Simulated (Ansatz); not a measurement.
**A series of single points on TiAl**

System: TiAl (Pm, 2 atoms in the cell).
Method: DFT PBE, scalar-relativistic, plane waves, PAW, no spin polarisation (Ansatz 0.2.0).

The 5 runs differ only in the geometry, by a shift of atoms along one path in a fixed cell. The shift s is measured from run 3: Al2 moves along the Cartesian direction (−1.00, 0.00, 0.00), and Ti1 with it in fixed proportion. The structure derives from an entry of the Crystallography Open Database.

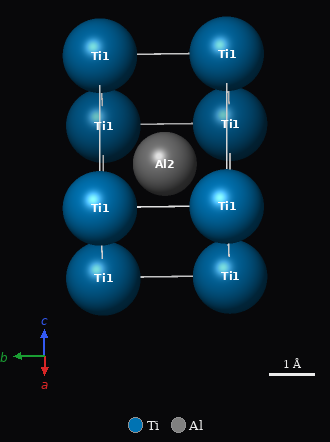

Figure 1. The structure of run 3 (spheres-only view of the cell of the calculation, seen at an oblique angle; atoms are numbered from 1 in the order of the input).

### Input of run 3
```yaml
crystal:
  lattice:
    - [2.8220029273, 0.0, 0.0]
    - [0.0, 2.8220029273, 0.0]
    - [0.0, 0.0, 4.07684145]
  atoms:
    - { symbol: Ti, position: [0.0201341626, 0.0, 0.0040372861] }
    - { symbol: Al, position: [0.4642806891, 0.5, 0.4928375924] }
basis:
  ecutwfc: 520.0
kpoints:
  mp_grid: { grid: [16, 16, 12] }
hamiltonian:
  xc: pbe
scf:
  occupations: { method: gaussian, width: 0.15 }
output:
  forces: true
  stress: true
  eigenvalues: true
```

Command:
```bash
ansatz run input.yaml --threads 1 --pin off --max-ram 2048MiB --backend cpu --events-out ev --progress --plain --runs-dir out
```

Lattice vectors (Å) and fractional positions of run 3:
```
   2.822003    0.000000    0.000000
   0.000000    2.822003    0.000000
   0.000000    0.000000    4.076841
Ti  0.020134  0.000000  0.004037
Al  0.464281  0.500000  0.492838
```

Run 2 differs from it as follows:
```diff
-    - { symbol: Ti, position: [0.0201341626, 0.0, 0.0040372861] }
-    - { symbol: Al, position: [0.4642806891, 0.5, 0.4928375924] }
+    - { symbol: Ti, position: [0.0067113875, 0.0, 0.0040372861] }
+    - { symbol: Al, position: [0.488093563, 0.5, 0.4928375924] }
```

### Results, with one run withheld

```csv
run,shift s of Al2 (Å),"free energy per atom, from the lowest run given (meV)",pressure (GPa),force along the path (eV/Å)
1,−0.1008,0.00,0.12,0.000
2,−0.0672,?,?,?
3,0.0000,27.05,0.72,−1.066
4,0.0336,47.82,1.18,−1.405
5,0.0672,74.18,1.76,−1.731
```

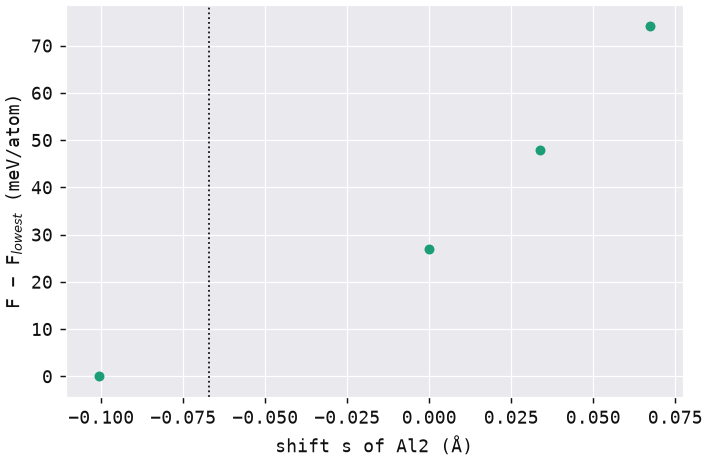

Figure 2. Free energy per atom of the runs given; the dotted line marks run 2.

What should run 2 give?

A quadratic polynomial in the coordinate, fitted to the 4 runs given, misses them by at most 0.07 meV per atom. With x = s − 0.0000, it reads F = 27.098 + 528.18 x + 2572.5 x² (meV per atom). At run 2 it gives 3.22 meV per atom, and the run itself gives 3.02. The slope of the fit gives a force −dF/ds of −0.365 eV/Å along the path (summed over the atoms that move), and the printed forces give −0.360 eV/Å. The fit has no minimum inside this range.

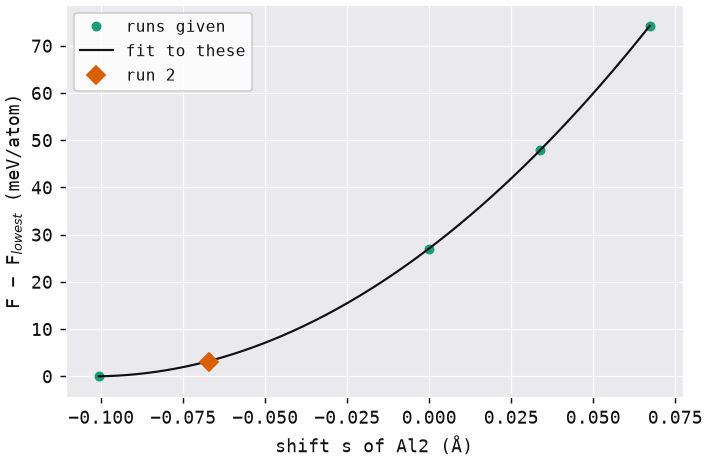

Figure 3. The fit and the withheld run.

### Output, shortened to warnings, some set-up lines, iterations and results (run 2)
```
Basis set: ecut = 520 eV, 879 PW (Γ), exchange–correlation on 48×48×64 points (8 copies of the dense FFT grid, shifted against one another)
Symmetry: 2 space group operations
k-points: 882 of 3072 (time reversal used)
Initial density: superposition of atomic densities (neutral atoms: chi_scale 0, normalization atom), corrected by the library's trained network
[...]
SCF iter   1: F=—  HF=-3037.980570 eV  |F-HF|=—  |Δ(HF+E_count)|=         —  Δρ=3.40e-3  dr2=2.91e-3  ethr=1.77e-3  ⟨swp⟩=5.0  Hψ=52703  notcnv=0
SCF iter   2: F=—  HF=-3037.980359 eV  |F-HF|=—  |Δ(HF+E_count)|=   2.12e-4  Δρ=2.01e-3  dr2=1.37e-3  ethr=1.94e-5  ⟨swp⟩=1.0  Hψ=17654  notcnv=0
SCF iter   3: F=—  HF=-3037.980264 eV  |F-HF|=—  |Δ(HF+E_count)|=   9.46e-5  Δρ=1.55e-4  dr2=8.80e-6  ethr=9.11e-6  ⟨swp⟩=1.9  Hψ=12096  notcnv=0
SCF iter   4: F=—  HF=-3037.980267 eV  |F-HF|=—  |Δ(HF+E_count)|=   2.67e-6  Δρ=8.94e-5  dr2=6.92e-6  ethr=5.87e-8  ⟨swp⟩=2.1  Hψ=16144  notcnv=0
SCF iter   5: F=—  HF=-3037.980265 eV  |F-HF|=—  |Δ(HF+E_count)|=   2.02e-6  Δρ=2.76e-5  dr2=1.34e-7  ethr=4.61e-8  ⟨swp⟩=2.0  Hψ=13424  notcnv=0
SCF iter   6: F=-3037.980265 eV  HF=-3037.980265 eV  |F-HF|=1.19e-10  |Δ(HF+E_count)|=   5.81e-8  Δρ=4.21e-6  dr2=3.66e-9  ethr=6.67e-10  ⟨swp⟩=4.2  Hψ=32158  notcnv=0
SCF 1 converged in 6 iterations: F = -3037.980265 eV  dr2 = 3.66e-9
SCF converged after 6 iterations
Free energy (F): -3037.980265 eV
Harris-Foulkes:  -3037.980265 eV  (|F-HF|=1.19e-10)
Internal energy: -3037.959745 eV  (E = F + TS)
E sigma→0 (E₀):  -3037.970005 eV
Entropy (-TS):   -0.020520 eV (-10.260 meV/atom)
Fermi energy:    10.970356 eV
--- Per-component energies (eV) ---
  E_band       = -164.865544
  E_kinetic    = 296.492307
  E_local      = -1078.359468  (includes V_loc(G=0)·N_el)
  E_nonlocal   = 19.137553
  E_hartree    = 462.403258
  E_xc         = -137.749664
  E_vxc        = -151.626409  (∫ρ·V_xc dr)
  E_paw        = -1515.570170  (= ΣΔE_a)
  E_vpaw       = -175.315336  (= ΣTr[D̂ρ^β])
  E_aug_tail   = 0.000052  (compensation charges beyond the density's cutoff)
  E_ewald      = -1084.313612
  E_smearing   = -0.020520  (= −TS)
  E_closure    = -0.000000  (closes the sum)
  Σ components = -3037.980265   (vs F -3037.980265, Δ=0.00e0)
--- Forces (eV/Å), atoms counted from 1 ---
  atom   1  Ti    -0.23001656     0.00000000    -0.26392514
  atom   2  Al     0.23002369     0.00000000     0.26393400
  max |Σ_I F_I| component: 8.86e-6 eV/Å
--- Stress (GPa, compression-positive) ---
        0.181162       0.000000       0.195127
        0.000000       0.223468       0.000000
        0.195127       0.000000       0.145695
  P = ⅓ Tr σ = 0.1834 GPa (1.834 kbar)
```
